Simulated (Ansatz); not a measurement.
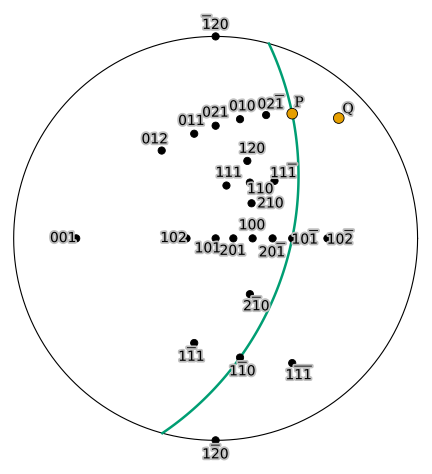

For I, the geometry relaxed with DFT PBEsol, scalar-relativistic, plane waves, PAW (Ansatz 0.2.0); the starting structure was generated, so it need not be a known form of this composition: stereographic projection of plane normals (upper hemisphere) centred on (1 0 1). Geometry calculated from the standardised cell; symmetry tolerance 0.002 Å.

a = 4.165 Å, b = 4.165 Å, c = 9.512 Å, α = 90.00°, β = 90.00°, γ = 120.00°.

**Index the poles marked P, Q.**

P is (0 1 −1), in four indices (0 1 −1 −1), 71.9° from the centre; Q is (0 1 −2), in four indices (0 1 −1 −2), 80.9° from the centre.

**Which zone does the coloured great circle trace?**

The zone [1 1 1]: its poles satisfy h + k + l = 0.

**What is the angle between the normals of (−1 2 0) and (1 1 1), and what are their d_hkl = 1/|g|?**

60.8°; d = 2.082 Å and 2.034 Å.
